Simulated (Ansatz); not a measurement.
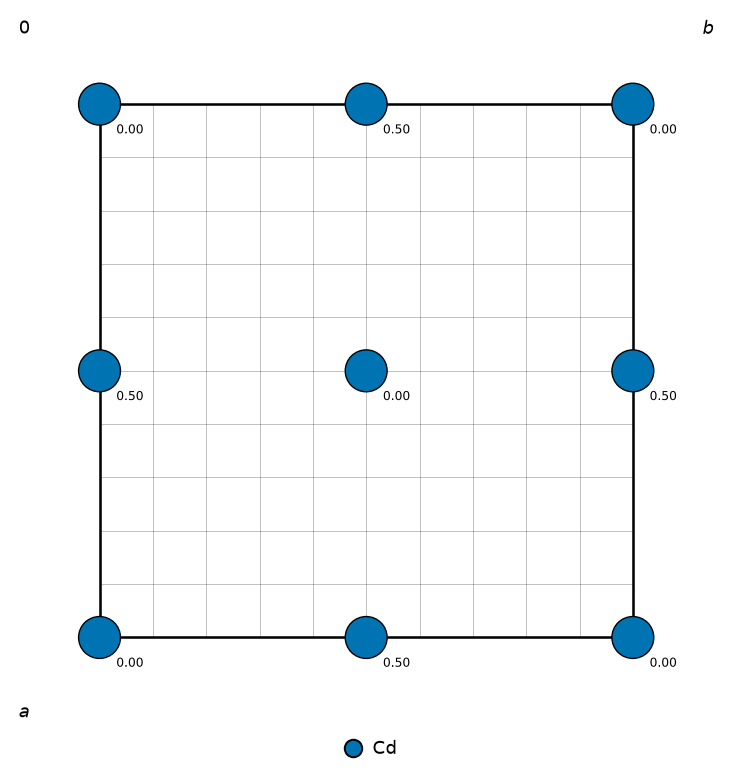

Plan of a unit cell projected along c (a down the page, b across); the numbers are heights as fractions of c, and atoms on the cell's edges are repeated. The grid marks tenths of a and b. Source: the end point of a relaxation with Ansatz, DFT, PBE, plane waves (420 eV) with PAW, scalar-relativistic; the starting structure was generated, so it need not be a known form of this composition. Geometry calculated from the standardised cell; symmetry tolerance 0.002 Å.

a = 4.507 Å, b = 4.507 Å, c = 4.507 Å, α = 90.00°, β = 90.00°, γ = 90.00°.

> What does the cell contain?

4 Cd: Cd, Z = 4.

> Which space group?

No. 225, Fm-3m, face-centred cubic.

> Give the independent sites, coordinates to two places.

```json
{"atom": "Cd", "site": "4a", "symmetry": "m-3m", "x": "0.00", "y": "0.00", "z": "0.00"}
```
